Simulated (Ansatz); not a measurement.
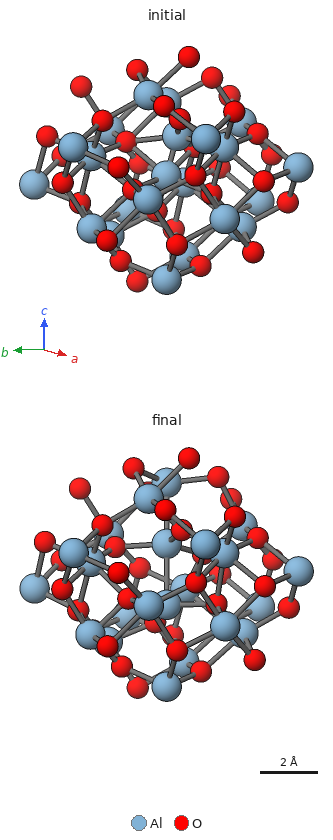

The structure of a defect cell of composition Al$_{49}$O$_{72}$ (cell charge −1) before (top) and after (bottom) a relaxation, at one scale.

A ball-and-stick model of the atoms within 5.0 Å of the atom that moves most (axes of the cell of the calculation (origin shifted)), seen from a free direction.

These are results of DFT, PBEsol, PAW, plane waves (Ansatz 0.2.0), not measurements. Settings: plane-wave cutoff 420 eV; k-point mesh 1 × 1 × 1; mesh shifted by (0.25, 0.25, 0.25); no spin polarisation; atoms relaxed in a fixed cell; force threshold 0.03 eV/Å; at most 80 steps.

**What changed between the two?**

Over 10 geometry steps the energy falls by 35.027 eV per cell of the calculation. The largest force component goes from 41 to 0.029 eV/Å. The largest moves, 0.89 Å, are those of Al atoms. By element the largest moves are Al 0.89 Å, O 0.63 Å. The lattice vectors keep their values. Some distances before and after: Al–O 1.976 → 2.910 Å, Al–Al 1.432 → 2.229 Å, Al–Al 2.403 → 2.926 Å, Al–O 1.390 → 1.735 Å. Bond angles that change, for instance: Al–Al–Al 136.8° → 179.9°, Al–Al–O 135.3° → 94.1°, Al–Al–O 133.9° → 94.1°.

Limits of the set-up: the cell is charged, on a uniform background, and energies carry no finite-size correction.
